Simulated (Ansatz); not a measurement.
Geometry relaxation, with input and output: Ni3Ge (part 1 of 2)

System: Ni3Ge (4 atoms in the cell).
Method: DFT r2SCAN, scalar-relativistic, plane waves, PAW, no spin polarisation (Ansatz 0.2.0).

The structure derives from a Materials Project entry. It belongs to a series of runs on one base structure; here: cure: more steps. Figures and captions count atoms from 1; the log counts them from 0 in places.

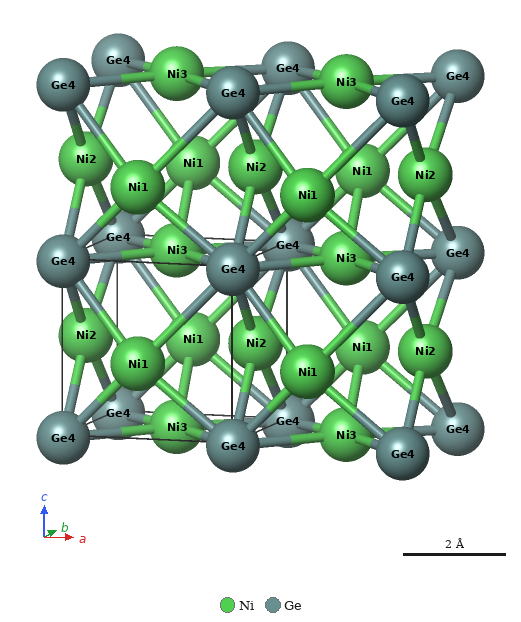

Figure 1. The starting structure (ball-and-stick view of the cell of the calculation, repeated 2 × 1 × 2, seen slightly off an axis; atoms are numbered from 1 in the order of the input). An atom can appear more than once, as a periodic image.

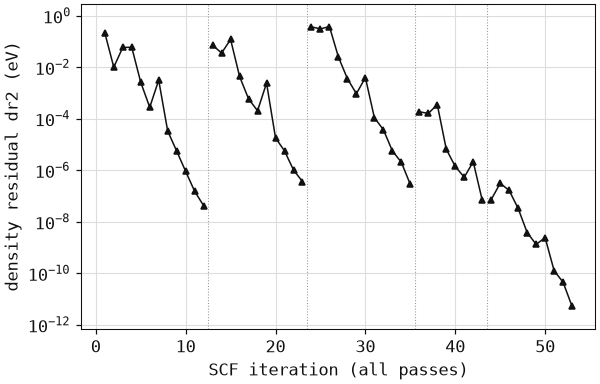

Figure 2. Convergence of the self-consistent field: density residual dr2 against the SCF iteration. The dotted lines part the SCF passes of the relaxation: geometry steps, rejected trials and re-solves on a re-selected basis. The 5 passes take 8 to 12 iterations each, 53 in all.

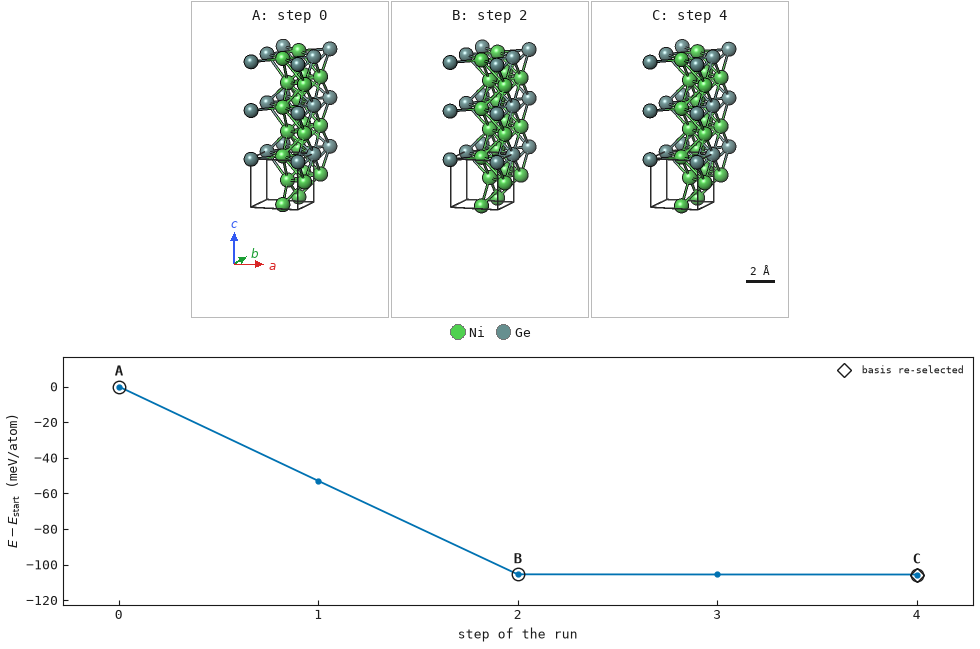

Figure 3. Frames of the relaxation (ball-and-stick view of the cell of the calculation, repeated 1 × 2 × 3, seen slightly off an axis) above the curves, on which the letters mark them (the first geometry is step 0 here and step 1 in the log).

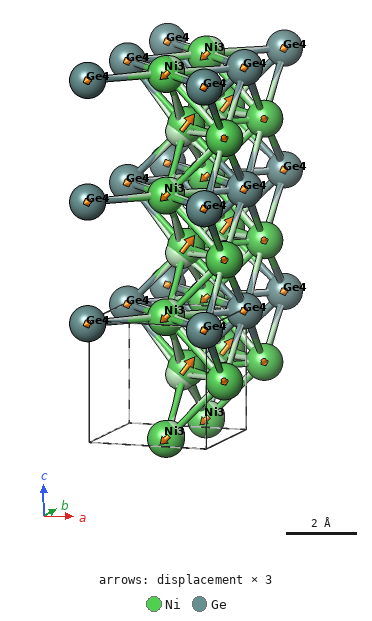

Figure 4. Start (faint) and end (solid) with the displacements as orange arrows, magnified 3 times (ball-and-stick view of the cell of the calculation, repeated 1 × 2 × 3, seen slightly off an axis). Ni1 moves most relative to the cell: 0.22 Å. Largest moves by element: Ni 0.22 Å, Ge 0.09 Å. The drawn cell changes as follows: a = b = c 3.530 → 3.533 Å (+0.1 %); the volume changes by +0.2 %. Among the contacts that change: Ni1–Ni3 2.767 → 2.498 Å, Ni1–Ge4 2.756 → 2.498 Å, Ni2–Ge4 2.385 → 2.498 Å, Ni1–Ni2 2.604 → 2.498 Å. The space group (tolerance 0.01 Å) goes from P1 (No. 1) to Pm-3m (No. 221). The energy falls by 106 meV per atom in 3 geometry steps. Largest force component: 2.3 eV/Å at the start, 0.00074 eV/Å at the end. Pressure: 6.25 GPa at the start and 0.01 GPa at the end. A last SCF at the same geometry on a re-selected plane-wave basis shifts the energy by next to nothing (0.0 meV per atom). (Atoms are counted from 1 in the order of the input.)

The input and output of the run follow.

## Input
```yaml
crystal:
  lattice:
    - [3.5303341067, 0.0, 0.0]
    - [0.0, 3.5303341067, 0.0]
    - [0.0, 0.0, 3.5303341067]
  atoms:
    - { symbol: Ni, position: [0.4589541945, -0.0432188201, 0.4304170039] }
    - { symbol: Ni, position: [-0.0117071451, 0.4660318714, 0.4987476222] }
    - { symbol: Ni, position: [0.5158453185, 0.4888834483, 0.0029241634] }
    - { symbol: Ge, position: [0.0067507498, -0.0026238645, -0.0149317793] }
basis:
  ecutwfc: 500
kpoints:
  mp_grid: { grid: [6, 6, 6] }
hamiltonian:
  xc: r2scan
scf:
  occupations: { method: gaussian, width: 0.1 }
output:
  forces: true
  stress: true
  eigenvalues: true
relax:
  adjacent_minimum: "off"
  f_tol: 0.005
  max_steps: 100
  cell: { stress_tol: 0.05 }
```

Launch command:
```bash
ansatz run input.yaml --threads 1 --pin off --max-ram 2560MiB --backend cpu --events-out ev --progress --plain --runs-dir out
```

## Log
```
Engine: ansatz 0.2.0, x86_64-unknown-linux-gnu
Pseudopotentials: kind: paw
Pseudopotential: Ni, paw, valence charge 18, recommended cutoff 500 eV (meta_gga), Ni.paw.azcp
Pseudopotential: Ge, paw, valence charge 14, recommended cutoff 500 eV (meta_gga), Ge.paw.azcp
Functional definition: r2SCAN
  parameter k0 = 0.174
  parameter k1 = 0.065
  parameter a1 = 4.9479
  exchange = r2scan_x(k0 = k0, k1 = k1, a1 = a1)
  correlation = r2scan_c
Crystal: 4 atoms, lattice volume = 43.999 Å³
Basis set: ecut = 500 eV, 1141 PW (Γ), exchange–correlation on 108×108×108 points (64 copies of the dense FFT grid, shifted against one another)
Bands: 41, of which v1, the nominal top of the filled ones, is band 34 counted from 1 (33 counted from 0)
Symmetry: 1 space group operations
Space group: P1 (ITA 1), of the structure as read, at distance tolerance 3.5e-5 Å
k-points: 112 of 216 (time reversal used)
Non-local potential: Ni, projectors of the file, l = 0: 3, l = 1: 2, l = 2: 3, l = 3: 1
Non-local potential: Ge, projectors of the file, l = 0: 2, l = 1: 2, l = 2: 3, l = 3: 1
PAW form: soft (Blöchl's): semilocal exchange-correlation on the pseudo side does not see the compensation charge
PAW frozen core: Ni, regenerated for the run's functional (the file was generated under x = pbe(κ = 0.804, μ = 0.2195149727645171), c = pbe(β = 0.06672455060314922))
PAW frozen core: Ge, regenerated for the run's functional (the file was generated under x = pbe(κ = 0.804, μ = 0.2195149727645171), c = pbe(β = 0.06672455060314922))
PAW one-centre angular grid: Ni, 590 points (default); XC on 160 Gauss nodes
PAW one-centre angular grid: Ge, 590 points (default); XC on 160 Gauss nodes
Initial density: superposition of atomic densities (neutral atoms: chi_scale 0, normalization atom), corrected by the library's trained network
Initial wavefunctions: pseudopotential atomic-orbital guess
Functional: x = r2scan, c = r2scan; τ floored in thin density (d = 2e-4 eV/Å³)
SCF iter   1: F=—  HF=-21839.158277 eV  |F-HF|=—  |Δ(HF+E_count)|=         —  Δρ=2.63e-2  dr2=2.15e-1  dr2_τ=1.36e-1  ethr=1.77e-3  ⟨swp⟩=5.8  Hψ=15441  notcnv=0  defer=37
preconditioner: auto → Kerker (q_TF=auto, 2.934 Å⁻¹)  [metal: Δε(μ)=0.018 eV  Ē_g=13.846 eV  σ=0.100 eV  W_gap=0.10  n_scr=18 (ndim 8)  ℏωp=37.1 eV  f_vac=0.000  D(μ)=1.73/eV (n_scr^D=18)]
SCF iter   2: F=—  HF=-21839.342880 eV  |F-HF|=—  |Δ(HF+E_count)|=   1.85e-1  Δρ=7.02e-3  dr2=9.86e-3  dr2_τ=1.82e-3  ethr=3.15e-4  ⟨swp⟩=2.9  Hψ=9787  notcnv=0  defer=250
SCF iter   3: F=—  HF=-21839.341531 eV  |F-HF|=—  |Δ(HF+E_count)|=   1.35e-3  Δρ=1.30e-2  dr2=5.79e-2  dr2_τ=1.68e-4  ethr=1.45e-5  ⟨swp⟩=2.0  Hψ=8686  notcnv=0  defer=250
SCF iter   4: F=—  HF=-21839.339240 eV  |F-HF|=—  |Δ(HF+E_count)|=   2.29e-3  Δρ=1.32e-2  dr2=5.86e-2  dr2_τ=2.12e-4  ethr=1.45e-5  ⟨swp⟩=2.0  Hψ=8347  notcnv=0  defer=250
SCF iter   5: F=—  HF=-21839.335105 eV  |F-HF|=—  |Δ(HF+E_count)|=   4.14e-3  Δρ=3.25e-3  dr2=2.56e-3  dr2_τ=2.18e-5  ethr=1.45e-5  ⟨swp⟩=2.0  Hψ=6290  notcnv=0  defer=250
SCF iter   6: F=—  HF=-21839.335711 eV  |F-HF|=—  |Δ(HF+E_count)|=   6.06e-4  Δρ=8.87e-4  dr2=2.75e-4  dr2_τ=3.01e-6  ethr=3.76e-6  ⟨swp⟩=2.0  Hψ=5880  notcnv=0  defer=250
SCF iter   7: F=—  HF=-21839.336056 eV  |F-HF|=—  |Δ(HF+E_count)|=   3.45e-4  Δρ=3.04e-3  dr2=3.09e-3  dr2_τ=1.11e-5  ethr=4.04e-7  ⟨swp⟩=2.0  Hψ=8159  notcnv=0  defer=250  recentre
SCF iter   8: F=—  HF=-21839.335851 eV  |F-HF|=—  |Δ(HF+E_count)|=   2.05e-4  Δρ=2.91e-4  dr2=3.27e-5  dr2_τ=2.90e-7  ethr=4.04e-7  ⟨swp⟩=2.0  Hψ=6115  notcnv=0  defer=250
SCF iter   9: F=—  HF=-21839.335874 eV  |F-HF|=—  |Δ(HF+E_count)|=   2.21e-5  Δρ=1.36e-4  dr2=5.47e-6  dr2_τ=7.33e-8  ethr=4.81e-8  ⟨swp⟩=2.0  Hψ=7062  notcnv=0  defer=250
SCF iter  10: F=—  HF=-21839.335875 eV  |F-HF|=—  |Δ(HF+E_count)|=   1.23e-6  Δρ=4.96e-5  dr2=8.87e-7  dr2_τ=5.24e-9  ethr=8.04e-9  ⟨swp⟩=2.2  Hψ=7157  notcnv=0  defer=250
SCF iter  11: F=—  HF=-21839.335875 eV  |F-HF|=—  |Δ(HF+E_count)|=   2.00e-7  Δρ=2.44e-5  dr2=1.50e-7  dr2_τ=1.60e-9  ethr=1.31e-9  ⟨swp⟩=2.0  Hψ=6054  notcnv=0  defer=250
SCF iter  12: F=-21839.335875 eV  HF=-21839.335875 eV  |F-HF|=3.37e-8  |Δ(HF+E_count)|=   4.46e-9  Δρ=1.08e-5  dr2=4.13e-8  dr2_τ=2.23e-10  ethr=1.47e-10  ⟨swp⟩=10.0  Hψ=23117  notcnv=0
SCF 1 converged in 12 iterations: F = -21839.335875 eV  dr2 = 4.13e-8
  greatest PAW one-centre occupation: 1.001 electrons in one spin orbital (limit 2), on the Ni atom at site 0 (counted from 0), in its partial waves of l = 1
relax step   1: F+E_penalty+E_count = -21839.33587502 eV  Δ(F+E_penalty+E_count) = +0.000e0 eV  max|allowed force component| = 2.282e0 eV/Å  Δτ_max = 0.0000 Å  P = +6.254 GPa  Ω = 43.999 Å³  (12 SCF iters, dr2 threshold 1.00e-7 eV, accepted)
Crystal: 4 atoms, lattice volume = 44.067 Å³
Initial density: handed on by an earlier stage of this run
Initial wavefunctions: those handed on with the density
iter 1 solved again at ethr=1.04e-4 eV; its pass at ethr=3.10e-3 eV (dr2=7.08e-2 eV) is discarded
SCF iter   1: F=—  HF=-21839.361510 eV  |F-HF|=—  |Δ(HF+E_count)|=         —  Δρ=1.09e-2  dr2=7.02e-2  dr2_τ=2.91e-1  ethr=1.04e-4  ⟨swp⟩=1.4  Hψ=20277  notcnv=0
preconditioner: auto → Kerker (q_TF=auto, 2.933 Å⁻¹)  [metal: Δε(μ)=0.012 eV  Ē_g=13.762 eV  σ=0.100 eV  W_gap=0.07  n_scr=18 (ndim 8)  ℏωp=37.1 eV  f_vac=0.000  D(μ)=1.84/eV (n_scr^D=18)]
SCF iter   2: F=—  HF=-21839.550519 eV  |F-HF|=—  |Δ(HF+E_count)|=   1.89e-1  Δρ=1.07e-2  dr2=3.51e-2  dr2_τ=5.20e-4  ethr=1.03e-4  ⟨swp⟩=2.2  Hψ=9150  notcnv=0
SCF iter   3: F=—  HF=-21839.556260 eV  |F-HF|=—  |Δ(HF+E_count)|=   5.74e-3  Δρ=1.85e-2  dr2=1.18e-1  dr2_τ=4.39e-4  ethr=5.16e-5  ⟨swp⟩=2.0  Hψ=8807  notcnv=0  recentre
SCF iter   4: F=—  HF=-21839.548527 eV  |F-HF|=—  |Δ(HF+E_count)|=   7.73e-3  Δρ=2.98e-3  dr2=4.31e-3  dr2_τ=8.12e-5  ethr=5.16e-5  ⟨swp⟩=2.0  Hψ=6319  notcnv=0  defer=9
SCF iter   5: F=—  HF=-21839.547736 eV  |F-HF|=—  |Δ(HF+E_count)|=   7.91e-4  Δρ=9.78e-4  dr2=5.80e-4  dr2_τ=1.66e-5  ethr=6.34e-6  ⟨swp⟩=2.2  Hψ=6932  notcnv=0  defer=9
SCF iter   6: F=—  HF=-21839.547692 eV  |F-HF|=—  |Δ(HF+E_count)|=   4.45e-5  Δρ=9.18e-4  dr2=2.01e-4  dr2_τ=2.58e-6  ethr=8.54e-7  ⟨swp⟩=2.2  Hψ=7996  notcnv=0  defer=9
SCF iter   7: F=—  HF=-21839.547850 eV  |F-HF|=—  |Δ(HF+E_count)|=   1.58e-4  Δρ=2.68e-3  dr2=2.39e-3  dr2_τ=9.02e-6  ethr=2.96e-7  ⟨swp⟩=2.0  Hψ=8267  notcnv=0  defer=9  recentre
SCF iter   8: F=—  HF=-21839.547698 eV  |F-HF|=—  |Δ(HF+E_count)|=   1.52e-4  Δρ=2.25e-4  dr2=1.77e-5  dr2_τ=1.83e-7  ethr=2.96e-7  ⟨swp⟩=2.0  Hψ=6577  notcnv=0  defer=9
SCF iter   9: F=—  HF=-21839.547702 eV  |F-HF|=—  |Δ(HF+E_count)|=   3.69e-6  Δρ=1.32e-4  dr2=5.55e-6  dr2_τ=3.39e-8  ethr=2.61e-8  ⟨swp⟩=2.7  Hψ=8132  notcnv=0  defer=9
SCF iter  10: F=—  HF=-21839.547702 eV  |F-HF|=—  |Δ(HF+E_count)|=   4.31e-7  Δρ=5.59e-5  dr2=1.01e-6  dr2_τ=6.41e-9  ethr=8.17e-9  ⟨swp⟩=2.5  Hψ=7893  notcnv=0  defer=9
SCF iter  11: F=-21839.547702 eV  HF=-21839.547702 eV  |F-HF|=3.32e-7  |Δ(HF+E_count)|=   1.47e-8  Δρ=3.35e-5  dr2=3.55e-7  dr2_τ=1.49e-9  ethr=5.88e-10  ⟨swp⟩=6.1  Hψ=19465  notcnv=0
SCF 2 converged in 11 iterations: F = -21839.547702 eV  dr2 = 3.55e-7
relax step   2: F+E_penalty+E_count = -21839.54770163 eV  Δ(F+E_penalty+E_count) = -2.118e-1 eV  max|allowed force component| = 1.507e0 eV/Å  Δτ_max = 0.0624 Å  P = +3.073 GPa  Ω = 44.067 Å³  energy of the carried Pulay correction = -7.472e-5 eV  (11 SCF iters, dr2 threshold 4.00e-7 eV, accepted)
Crystal: 4 atoms, lattice volume = 44.079 Å³
iter 1 solved again at ethr=5.34e-4 eV; its pass at ethr=3.10e-3 eV (dr2=3.63e-1 eV) is discarded
SCF iter   1: F=—  HF=-21838.944944 eV  |F-HF|=—  |Δ(HF+E_count)|=         —  Δρ=2.79e-2  dr2=3.63e-1  dr2_τ=1.82e0  ethr=5.34e-4  ⟨swp⟩=1.1  Hψ=21069  notcnv=0
preconditioner: auto → Kerker (q_TF=auto, 2.933 Å⁻¹)  [metal: Δε(μ)=0.019 eV  Ē_g=13.774 eV  σ=0.100 eV  W_gap=0.10  n_scr=18 (ndim 8)  ℏωp=37.1 eV  f_vac=0.000  D(μ)=1.63/eV (n_scr^D=18)]
SCF iter   2: F=—  HF=-21839.781611 eV  |F-HF|=—  |Δ(HF+E_count)|=   8.37e-1  Δρ=3.16e-2  dr2=3.04e-1  dr2_τ=2.83e-3  ethr=5.33e-4  ⟨swp⟩=3.3  Hψ=9874  notcnv=0  defer=2
SCF iter   3: F=—  HF=-21839.785259 eV  |F-HF|=—  |Δ(HF+E_count)|=   3.65e-3  Δρ=3.27e-2  dr2=3.73e-1  dr2_τ=1.65e-3  ethr=4.48e-4  ⟨swp⟩=2.9  Hψ=7128  notcnv=0  defer=87
SCF iter   4: F=—  HF=-21839.760750 eV  |F-HF|=—  |Δ(HF+E_count)|=   2.45e-2  Δρ=7.75e-3  dr2=2.44e-2  dr2_τ=5.38e-4  ethr=4.48e-4  ⟨swp⟩=2.1  Hψ=5641  notcnv=0  defer=243
SCF iter   5: F=—  HF=-21839.757725 eV  |F-HF|=—  |Δ(HF+E_count)|=   3.03e-3  Δρ=2.53e-3  dr2=3.53e-3  dr2_τ=8.15e-5  ethr=3.59e-5  ⟨swp⟩=2.1  Hψ=6302  notcnv=0  defer=246
SCF iter   6: F=—  HF=-21839.757567 eV  |F-HF|=—  |Δ(HF+E_count)|=   1.58e-4  Δρ=2.13e-3  dr2=9.24e-4  dr2_τ=1.50e-5  ethr=5.20e-6  ⟨swp⟩=2.0  Hψ=7970  notcnv=0  defer=246
SCF iter   7: F=—  HF=-21839.757923 eV  |F-HF|=—  |Δ(HF+E_count)|=   3.56e-4  Δρ=3.41e-3  dr2=3.90e-3  dr2_τ=1.51e-5  ethr=1.36e-6  ⟨swp⟩=2.0  Hψ=8062  notcnv=0  defer=246  recentre
SCF iter   8: F=—  HF=-21839.757668 eV  |F-HF|=—  |Δ(HF+E_count)|=   2.54e-4  Δρ=5.48e-4  dr2=1.08e-4  dr2_τ=9.50e-7  ethr=1.36e-6  ⟨swp⟩=2.0  Hψ=5627  notcnv=0  defer=248
SCF iter   9: F=—  HF=-21839.757690 eV  |F-HF|=—  |Δ(HF+E_count)|=   2.15e-5  Δρ=3.33e-4  dr2=3.70e-5  dr2_τ=1.69e-7  ethr=1.60e-7  ⟨swp⟩=2.0  Hψ=7196  notcnv=0  defer=248
SCF iter  10: F=—  HF=-21839.757692 eV  |F-HF|=—  |Δ(HF+E_count)|=   1.62e-6  Δρ=1.30e-4  dr2=5.58e-6  dr2_τ=2.64e-8  ethr=5.45e-8  ⟨swp⟩=2.3  Hψ=6935  notcnv=0  defer=248
SCF iter  11: F=—  HF=-21839.757692 eV  |F-HF|=—  |Δ(HF+E_count)|=   1.04e-7  Δρ=7.69e-5  dr2=2.01e-6  dr2_τ=7.36e-9  ethr=8.21e-9  ⟨swp⟩=1.0  Hψ=4350  notcnv=0  defer=248
SCF iter  12: F=-21839.757691 eV  HF=-21839.757692 eV  |F-HF|=2.84e-7  |Δ(HF+E_count)|=   8.15e-8  Δρ=2.84e-5  dr2=2.76e-7  dr2_τ=1.10e-9  ethr=5.88e-10  ⟨swp⟩=8.7  Hψ=23450  notcnv=0
SCF 3 converged in 12 iterations: F = -21839.757691 eV  dr2 = 2.76e-7
```
